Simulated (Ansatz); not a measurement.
**Run report: Cu, geometry relaxation (part 1 of 3)**

The run: geometry relaxation of Cu (slab, 16 atoms in the cell). Method and program: DFT PBE+D3(BJ), scalar-relativistic, plane waves, PAW, no spin polarisation (Ansatz 0.2.0).

The structure derives from an entry of the Crystallography Open Database. The input holds or restrains some coordinates. Forces given for the steps count only the free coordinates. It belongs to a series of runs on one base structure; here: clean slab, lower half held.

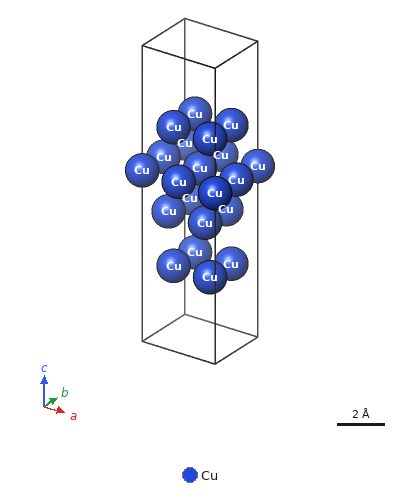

Figure 1. The starting structure (spheres-only view of the cell of the calculation, with the vacuum cut short, seen slightly off an axis). An atom can appear more than once, as a periodic image.

### Input file
```yaml
crystal:
  lattice:
    - [5.0393684365, 0.0, 0.0]
    - [-2.5196842183, 4.3642210851, 0.0]
    - [0.0, 0.0, 23.1719406477]
  atoms:
    - { symbol: Cu, position: [0.3333333333, 0.1666666667, 0.3668229662] }
    - { symbol: Cu, position: [0.3333333333, 0.6666666667, 0.3668229662] }
    - { symbol: Cu, position: [0.8333333333, 0.1666666667, 0.3668229662] }
    - { symbol: Cu, position: [0.8333333333, 0.6666666667, 0.3668229662] }
    - { symbol: Cu, position: [0.6666666667, 0.3333333333, 0.4556076554] }
    - { symbol: Cu, position: [0.6666666667, 0.8333333333, 0.4556076554] }
    - { symbol: Cu, position: [0.1666666667, 0.3333333333, 0.4556076554] }
    - { symbol: Cu, position: [0.1666666667, 0.8333333333, 0.4556076554] }
    - { symbol: Cu, position: [0.0, 0.5, 0.5443923446] }
    - { symbol: Cu, position: [0.0, 0.0, 0.5443923446] }
    - { symbol: Cu, position: [0.5, 0.5, 0.5443923446] }
    - { symbol: Cu, position: [0.5, 0.0, 0.5443923446] }
    - { symbol: Cu, position: [0.3333333333, 0.6666666667, 0.6331770338] }
    - { symbol: Cu, position: [0.3333333333, 0.1666666667, 0.6331770338] }
    - { symbol: Cu, position: [0.8333333333, 0.6666666667, 0.6331770338] }
    - { symbol: Cu, position: [0.8333333333, 0.1666666667, 0.6331770338] }
basis:
  ecutwfc: 420
kpoints:
  mp_grid: { grid: [6, 6, 1] }
hamiltonian:
  xc: pbe
  dispersion: d3bj
scf:
  occupations: { method: gaussian, width: 0.1 }
output:
  forces: true
  eigenvalues: true
  write_density: true
  write_potential: true
  elf: true
  volumetric_format: npy
relax:
  adjacent_minimum: "off"
  f_tol: 0.03
  max_steps: 70
  constraints: [{ sites: [0, 1, 2, 3, 4, 5, 6, 7] }]
efield:
  axis: 3
  dipole_correction: true
  ramp_width: 0.04
```

Command:
```bash
ansatz run input.yaml --threads 4 --pin off --max-ram 10240MiB --backend cpu --events-out ev --progress --plain --runs-dir out
```

### What the program printed
```
Engine: ansatz 0.2.0, x86_64-unknown-linux-gnu
Pseudopotentials: kind: paw
Pseudopotential: Cu, paw, valence charge 19, recommended cutoff 420 eV (normal), Cu.paw.azcp
Functional definition: PBE
  parameter kappa = 0.804
  parameter beta = 0.06672455060314922
  exchange = pbe_x(kappa = kappa, mu = beta*pi^2/3)
  correlation = pbe_c(beta = beta)
Crystal: 16 atoms, lattice volume = 509.619 Å³
Basis set: ecut = 420 eV, 10067 PW (Γ), exchange–correlation on 72×72×320 points (8 copies of the dense FFT grid, shifted against one another)
Bands: 183, of which v1, the nominal top of the filled ones, is band 152 counted from 1 (151 counted from 0)
Symmetry: 24 space group operations
k-points: 7 of 36 (time reversal used)
Non-local potential: Cu, projectors of the file, l = 0: 3, l = 1: 2, l = 2: 3, l = 3: 1
PAW form: soft (Blöchl's): semilocal exchange-correlation on the pseudo side does not see the compensation charge
PAW one-centre angular grid: Cu, 590 points (default); XC on 64 Gauss nodes
Initial density: superposition of atomic densities (neutral atoms: chi_scale 0, normalization atom), corrected by the library's trained network
Initial wavefunctions: pseudopotential atomic-orbital guess
Functional: x = pbe(κ = 0.804, μ = 0.2195149727645171), c = pbe(β = 0.06672455060314922)
SCF iter   1: F=—  HF=-106006.143926 eV  |F-HF|=—  |Δ(HF+E_count)|=         —  Δρ=1.55e-3  dr2=5.25e-2  ethr=1.77e-3  p=-0.000 e·Å  D=-4.89e-14 V/Å  ΔV_dip=0.00 eV  dr2_dipole=3.03e-9  V_vac-E_F(+/−)=4.73/4.73 eV  ⟨swp⟩=6.4  Hψ=5033  notcnv=0  defer=94
efield: sawtooth ramp at fractional position 0.9800 (placed from the atoms, in the widest stretch of the axis that holds none; the zero of the levels goes with the place), width 0.0400; the density the first Hamiltonian is built on has a dipole p = -0.000 e·Å; the dipole correction subtracts the counter field D = -4.89e-14 V/Å, which shifts the + side's vacuum level by +0.00 eV against the − side's; the planar-averaged density in the ramp window peaks in size at 4.1e-5 e/Å³
preconditioner: auto → LDOS  [insulator: Δε(μ)=0.285 eV  Ē_g=8.501 eV  σ=0.100 eV  W_gap=0.60  n_scr=114 (ndim 8)  ℏωp=21.8 eV  f_vac=0.602  D(μ)=7.49/eV (n_scr^D=42)  ε∞_Penn≈7.6  β→1.0]
SCF iter   2: F=—  HF=-106006.172662 eV  |F-HF|=—  |Δ(HF+E_count)|=   2.87e-2  Δρ=2.30e-3  dr2=4.94e-2  ethr=1.73e-5  p=-0.000 e·Å  D=-1.01e-6 V/Å  ΔV_dip=0.00 eV  dr2_dipole=2.56e-9  V_vac-E_F(+/−)=4.87/4.87 eV  ⟨swp⟩=3.0  Hψ=3065  notcnv=0  defer=138
SCF iter   3: F=—  HF=-106006.163574 eV  |F-HF|=—  |Δ(HF+E_count)|=   9.09e-3  Δρ=6.48e-4  dr2=1.19e-3  ethr=1.62e-5  p=-0.000 e·Å  D=-4.05e-6 V/Å  ΔV_dip=0.00 eV  dr2_dipole=3.78e-9  V_vac-E_F(+/−)=4.82/4.82 eV  ⟨swp⟩=2.0  Hψ=1733  notcnv=0  defer=138
SCF iter   4: F=—  HF=-106006.163209 eV  |F-HF|=—  |Δ(HF+E_count)|=   3.65e-4  Δρ=5.32e-4  dr2=1.41e-3  ethr=3.91e-7  p=0.000 e·Å  D=2.46e-7 V/Å  ΔV_dip=-0.00 eV  dr2_dipole=1.45e-10  V_vac-E_F(+/−)=4.82/4.82 eV  ⟨swp⟩=3.0  Hψ=2768  notcnv=0  defer=138
SCF iter   5: F=—  HF=-106006.163193 eV  |F-HF|=—  |Δ(HF+E_count)|=   1.65e-5  Δρ=2.68e-4  dr2=3.59e-4  ethr=3.91e-7  p=-0.000 e·Å  D=-4.65e-7 V/Å  ΔV_dip=0.00 eV  dr2_dipole=7.97e-10  V_vac-E_F(+/−)=4.82/4.82 eV  ⟨swp⟩=2.0  Hψ=1468  notcnv=0  defer=138
SCF iter   6: F=—  HF=-106006.163197 eV  |F-HF|=—  |Δ(HF+E_count)|=   3.87e-6  Δρ=9.02e-5  dr2=4.49e-5  ethr=1.18e-7  p=0.000 e·Å  D=1.01e-6 V/Å  ΔV_dip=-0.00 eV  dr2_dipole=1.97e-10  V_vac-E_F(+/−)=4.83/4.83 eV  ⟨swp⟩=2.0  Hψ=1547  notcnv=0  defer=138
SCF iter   7: F=-106006.163194 eV  HF=-106006.163197 eV  |F-HF|=2.54e-6  |Δ(HF+E_count)|=   2.63e-7  Δρ=5.19e-5  dr2=8.50e-6  ethr=7.40e-9  p=-0.000 e·Å  D=-2.62e-7 V/Å  ΔV_dip=0.00 eV  dr2_dipole=4.20e-11  V_vac-E_F(+/−)=4.83/4.83 eV  ⟨swp⟩=24.1  Hψ=15145  notcnv=0
SCF 1 converged in 7 iterations: F = -106006.163194 eV  dr2 = 8.50e-6
  greatest PAW one-centre occupation: 1.000 electrons in one spin orbital (limit 2), on the Cu atom at site 3 (counted from 0), in its partial waves of l = 0
relax step   1: F+E_penalty+E_count = -106006.16319444 eV  Δ(F+E_penalty+E_count) = +0.000e0 eV  max|allowed force component| = 8.038e-2 eV/Å  Δτ_max = 0.0000 Å  (7 SCF iters, dr2 threshold 2.25e-5 eV, accepted)
Initial density: handed on by an earlier stage of this run
Initial wavefunctions: those handed on with the density
iter 1 solved again at ethr=1.40e-7 eV; its pass at ethr=3.10e-3 eV (dr2=4.26e-4 eV) is discarded
SCF iter   1: F=—  HF=-106006.164625 eV  |F-HF|=—  |Δ(HF+E_count)|=         —  Δρ=3.90e-4  dr2=4.23e-4  ethr=1.40e-7  p=-0.000 e·Å  D=-6.07e-7 V/Å  ΔV_dip=0.00 eV  dr2_dipole=3.94e-6  V_vac-E_F(+/−)=4.83/4.83 eV  ⟨swp⟩=3.0  Hψ=3988  notcnv=0  defer=128
efield: sawtooth ramp at fractional position 0.9800 (handed on by an earlier solve), width 0.0400; the density the first Hamiltonian is built on has a dipole p = -0.000 e·Å; the dipole correction subtracts the counter field D = -6.07e-7 V/Å, which shifts the + side's vacuum level by +0.00 eV against the − side's; the planar-averaged density in the ramp window peaks in size at 2.4e-5 e/Å³
preconditioner: auto → LDOS  [insulator: Δε(μ)=0.307 eV  Ē_g=8.590 eV  σ=0.100 eV  W_gap=0.56  n_scr=114 (ndim 8)  ℏωp=21.8 eV  f_vac=0.602  D(μ)=7.26/eV (n_scr^D=40)  ε∞_Penn≈7.5  β→1.0]
SCF iter   2: F=—  HF=-106006.164463 eV  |F-HF|=—  |Δ(HF+E_count)|=   1.62e-4  Δρ=1.41e-4  dr2=1.81e-4  ethr=1.39e-7  p=-0.001 e·Å  D=-2.18e-4 V/Å  ΔV_dip=0.01 eV  dr2_dipole=4.24e-5  V_vac-E_F(+/−)=4.84/4.83 eV  ⟨swp⟩=2.0  Hψ=2080  notcnv=0  defer=128
SCF iter   3: F=—  HF=-106006.164431 eV  |F-HF|=—  |Δ(HF+E_count)|=   3.22e-5  Δρ=1.73e-4  dr2=9.01e-5  ethr=5.96e-8  p=0.000 e·Å  D=7.26e-5 V/Å  ΔV_dip=-0.00 eV  dr2_dipole=4.34e-6  V_vac-E_F(+/−)=4.83/4.84 eV  ⟨swp⟩=2.0  Hψ=1880  notcnv=0  defer=128
SCF iter   4: F=—  HF=-106006.164255 eV  |F-HF|=—  |Δ(HF+E_count)|=   1.76e-4  Δρ=3.12e-5  dr2=4.23e-6  ethr=2.96e-8  p=-0.000 e·Å  D=-3.10e-5 V/Å  ΔV_dip=0.00 eV  dr2_dipole=2.94e-7  V_vac-E_F(+/−)=4.83/4.83 eV  ⟨swp⟩=2.1  Hψ=1869  notcnv=0  defer=128
SCF iter   5: F=—  HF=-106006.164256 eV  |F-HF|=—  |Δ(HF+E_count)|=   8.41e-7  Δρ=8.81e-6  dr2=2.55e-7  ethr=1.39e-9  p=-0.000 e·Å  D=-3.97e-5 V/Å  ΔV_dip=0.00 eV  dr2_dipole=8.21e-9  V_vac-E_F(+/−)=4.84/4.83 eV  ⟨swp⟩=3.0  Hψ=2088  notcnv=0  defer=128
SCF iter   6: F=-106006.164257 eV  HF=-106006.164257 eV  |F-HF|=2.70e-7  |Δ(HF+E_count)|=   6.07e-7  Δρ=3.34e-6  dr2=6.90e-8  ethr=3.29e-11  p=-0.000 e·Å  D=-4.01e-5 V/Å  ΔV_dip=0.00 eV  dr2_dipole=1.05e-9  V_vac-E_F(+/−)=4.84/4.83 eV  ⟨swp⟩=16.7  Hψ=10454  notcnv=0
SCF 2 converged in 6 iterations: F = -106006.164257 eV  dr2 = 6.90e-8
  greatest PAW one-centre occupation: 1.000 electrons in one spin orbital (limit 2), on the Cu atom at site 15 (counted from 0), in its partial waves of l = 0
relax step   2: F+E_penalty+E_count = -106006.16425718 eV  Δ(F+E_penalty+E_count) = -1.063e-3 eV  max|allowed force component| = 4.829e-2 eV/Å  Δτ_max = 0.0049 Å  (6 SCF iters, accepted)
SCF iter   1: F=—  HF=-106006.165423 eV  |F-HF|=—  |Δ(HF+E_count)|=         —  Δρ=5.56e-4  dr2=8.81e-4  ethr=2.82e-6  p=-0.000 e·Å  D=-4.06e-5 V/Å  ΔV_dip=0.00 eV  dr2_dipole=1.10e-5  V_vac-E_F(+/−)=4.84/4.84 eV  ⟨swp⟩=3.0  Hψ=2643  notcnv=0  defer=154
efield: sawtooth ramp at fractional position 0.9800 (handed on by an earlier solve), width 0.0400; the density the first Hamiltonian is built on has a dipole p = -0.000 e·Å; the dipole correction subtracts the counter field D = -4.06e-5 V/Å, which shifts the + side's vacuum level by +0.00 eV against the − side's; the planar-averaged density in the ramp window peaks in size at 2.3e-5 e/Å³
preconditioner: auto → LDOS  [insulator: Δε(μ)=0.308 eV  Ē_g=8.591 eV  σ=0.100 eV  W_gap=0.54  n_scr=114 (ndim 8)  ℏωp=21.8 eV  f_vac=0.602  D(μ)=7.22/eV (n_scr^D=40)  ε∞_Penn≈7.5  β→1.0]
SCF iter   2: F=—  HF=-106006.165049 eV  |F-HF|=—  |Δ(HF+E_count)|=   3.73e-4  Δρ=2.05e-4  dr2=3.78e-4  ethr=2.90e-7  p=-0.001 e·Å  D=-3.29e-4 V/Å  ΔV_dip=0.01 eV  dr2_dipole=6.75e-5  V_vac-E_F(+/−)=4.84/4.83 eV  ⟨swp⟩=2.0  Hψ=2497  notcnv=0  defer=155
SCF iter   3: F=—  HF=-106006.165045 eV  |F-HF|=—  |Δ(HF+E_count)|=   3.95e-6  Δρ=2.50e-4  dr2=1.94e-4  ethr=1.24e-7  p=0.000 e·Å  D=3.56e-5 V/Å  ΔV_dip=-0.00 eV  dr2_dipole=7.66e-6  V_vac-E_F(+/−)=4.83/4.83 eV  ⟨swp⟩=2.1  Hψ=1870  notcnv=0  defer=155
SCF iter   4: F=—  HF=-106006.165021 eV  |F-HF|=—  |Δ(HF+E_count)|=   2.44e-5  Δρ=3.90e-5  dr2=7.28e-6  ethr=6.37e-8  p=-0.000 e·Å  D=-8.69e-5 V/Å  ΔV_dip=0.00 eV  dr2_dipole=9.23e-7  V_vac-E_F(+/−)=4.84/4.83 eV  ⟨swp⟩=2.3  Hψ=1880  notcnv=0  defer=155
SCF iter   5: F=—  HF=-106006.164833 eV  |F-HF|=—  |Δ(HF+E_count)|=   1.87e-4  Δρ=1.19e-5  dr2=5.13e-7  ethr=2.40e-9  p=-0.000 e·Å  D=-1.05e-4 V/Å  ΔV_dip=0.00 eV  dr2_dipole=4.48e-8  V_vac-E_F(+/−)=4.84/4.83 eV  ⟨swp⟩=3.0  Hψ=2169  notcnv=0  defer=155
SCF iter   6: F=—  HF=-106006.164834 eV  |F-HF|=—  |Δ(HF+E_count)|=   9.11e-7  Δρ=5.72e-6  dr2=2.16e-7  ethr=3.29e-11  p=-0.000 e·Å  D=-1.07e-4 V/Å  ΔV_dip=0.00 eV  dr2_dipole=1.60e-10  V_vac-E_F(+/−)=4.84/4.83 eV  ⟨swp⟩=17.1  Hψ=10720  notcnv=0
SCF iter   7: F=-106006.164835 eV  HF=-106006.164835 eV  |F-HF|=1.76e-7  |Δ(HF+E_count)|=   3.84e-7  Δρ=2.45e-6  dr2=9.53e-8  ethr=3.29e-11  p=-0.000 e·Å  D=-1.11e-4 V/Å  ΔV_dip=0.00 eV  dr2_dipole=6.19e-9  V_vac-E_F(+/−)=4.84/4.83 eV  ⟨swp⟩=12.9  Hψ=9106  notcnv=0
SCF 3 converged in 7 iterations: F = -106006.164835 eV  dr2 = 9.53e-8
relax step   3: F+E_penalty+E_count = -106006.16483495 eV  Δ(F+E_penalty+E_count) = -5.778e-4 eV  max|allowed force component| = 4.989e-4 eV/Å  Δτ_max = 0.0072 Å  (7 SCF iters, accepted)
```

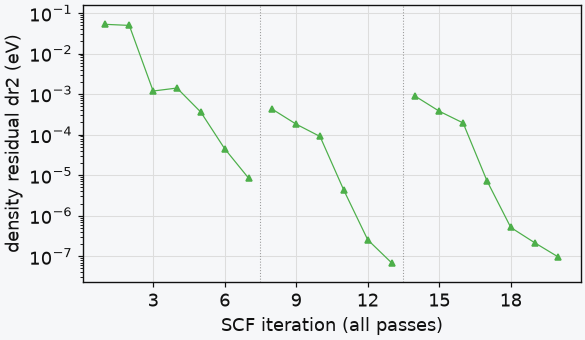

Figure 2. Convergence of the self-consistent field: density residual dr2 against the SCF iteration. The dotted lines part the SCF passes of the relaxation: geometry steps, rejected trials and re-solves on a re-selected basis. The passes take 7, 6 and 7 iterations.

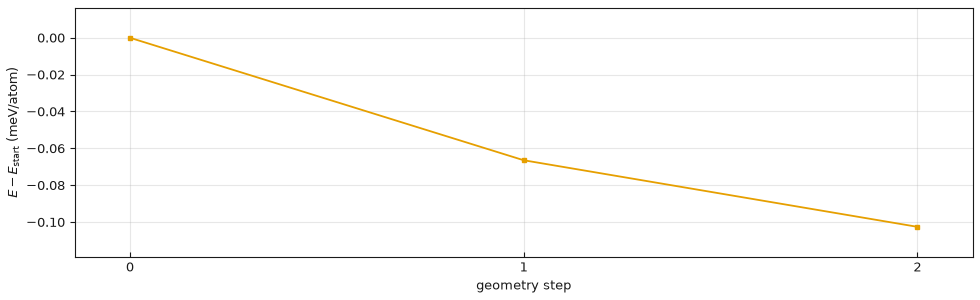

Figure 3. Progress of the restrained relaxation, step by step (the first geometry is step 0 here and step 1 in the log). The energy falls by 0.1 meV per atom in 2 geometry steps. The largest force component goes from 0.08 to 0.0005 eV/Å. The largest moves, 0.012 Å, are those of Cu9, Cu10, Cu11 and Cu12. The cell stays as it was. Distances before and after: Cu5–Cu11 2.520 → 2.510 Å. (Atoms are counted from 1 in the order of the input.)

```
WARN: The output density's exchange-correlation potential varies sharply where the density is thin. Do not read a vacuum level from v_tot or v_xc, or from such a field of the output density. On a cell that repeats whose density bears no net charge and no dipole along the vacuum's axis use v_es (v_loc + v_h of the components); under efield.dipole_correction with no amplitude use v_es + v_field, which holds any external_charges[].barrier, or the levels of the report's work_function block, which leave it out; under a non-zero efield.amplitude the vacuum is tilted and has no level; on a cell that repeats and bears such a dipole with no correction it is tilted too, and efield.dipole_correction with no amplitude gives each side of its ramp a level where efield: is served; in a cell that repeats whose density bears a net charge (total_charge, or a fill off its count) it is curved and has none; of a slab under crystal.periodic whose density bears no net charge use v_es, which has a level on each side, short of where the two are joined; of another it falls or rises all the way out and has none; of a slab beside external_charges read slab_vacuum_level instead, which it has where they leave it neutral. The grid or the basis barely resolves most such structure, and the values can differ between equally converged runs; as a rule a tighter scf.convergence.dr2_threshold does not remove it. Where the density itself ripples (under the LDA too) a higher basis.ecutwfc lessens it. The files hold the spikes' plane waves up to the density's cutoff. Files: v_tot_of_output_density and the like, and their columns of v_z.tsv (output.write_potential); v_xc_of_output_density and the like, and their columns of v_comp_z.tsv (output.write_potential_components). Measured: with its Gaussian average of σ = 0.25 Å subtracted twice, the exchange-correlation potential is over 0.1 eV at 40 of the grid points where the equally averaged density (valence and model cores) is under 1e-3 e/Å³, and 0.146 eV at the most among them, at an averaged density of 8.2e-9 e/Å³. The input density's (outcome.potential() and, of a run that writes arrays, v_tot and v_xc) is over 0.1 eV, so measured, at 1788 points of its own thin density, 0.188 eV at the most. See output.write_potential in the manual, Limitations
SCF converged after 7 iterations
Free energy (F): -106006.164835 eV
Harris-Foulkes:  -106006.164835 eV  (|F-HF|=1.76e-7)
Internal energy: -106006.128707 eV  (E = F + TS)
E sigma→0 (E₀):  -106006.146771 eV
Entropy (-TS):   -0.036128 eV (-2.258 meV/atom)
Fermi energy:    3.202993 eV
Dipole field:    D = -0.000045 V/Å  (p = -0.000125 e·Å, saw-weighted, corrected)
Work function:   Φ+ = 4.8352 eV   Φ− = 4.8342 eV
Levels:          The Fermi level and band energies are counted from a zero that moves with the ramp; work functions are not
--- Per-component energies (eV) ---
  E_band       = -9841.843880
  E_kinetic    = 4801.695448
  E_local      = -691888.193508  (includes V_loc(G=0)·N_el)
  E_nonlocal   = 6246.729920
  E_hartree    = 340043.292003
  E_xc         = -1429.256376
  E_vxc        = -1843.926565  (∫ρ·V_xc dr)
  E_paw        = -26614.327008  (= ΣΔE_a)
  E_vpaw       = -7244.639294  (= ΣTr[D̂ρ^β])
  E_aug_tail   = 0.003991  (compensation charges beyond the density's cutoff)
  E_efield     = 0.000000  (sawtooth field / dipole correction)
  E_vefield    = -0.000063  (∫n·V_field dr)
  E_ewald      = 262841.069927
  E_disp       = -7.143106  (pairwise vdW)
  E_smearing   = -0.036128  (= −TS)
  E_closure    = 0.000000  (closes the sum)
  Σ components = -106006.164835   (vs F -106006.164835, Δ=0.00e0)
--- Forces (eV/Å), atoms counted from 1 ---
  atom   1  Cu     0.00000000    -0.00000000    -0.02407059
  atom   2  Cu     0.00000000    -0.00000000    -0.02407059
  atom   3  Cu     0.00000000    -0.00000000    -0.02407059
  atom   4  Cu     0.00000000    -0.00000000    -0.02407059
  atom   5  Cu    -0.00000000    -0.00000000     0.02335387
  atom   6  Cu    -0.00000000    -0.00000000     0.02335387
  atom   7  Cu    -0.00000000    -0.00000000     0.02335387
  atom   8  Cu    -0.00000000    -0.00000000     0.02335387
  atom   9  Cu     0.00000000     0.00000000     0.00027437
  atom  10  Cu     0.00000000     0.00000000     0.00027437
  atom  11  Cu     0.00000000     0.00000000     0.00027437
  atom  12  Cu     0.00000000     0.00000000     0.00027437
  atom  13  Cu     0.00000000     0.00000000     0.00049890
  atom  14  Cu    -0.00000000     0.00000000     0.00049890
  atom  15  Cu     0.00000000     0.00000000     0.00049890
  atom  16  Cu     0.00000000     0.00000000     0.00049890
  max |Σ_I F_I| component: 2.26e-4 eV/Å
--- Band table (eV; the first three rows and the last of 7) ---
```
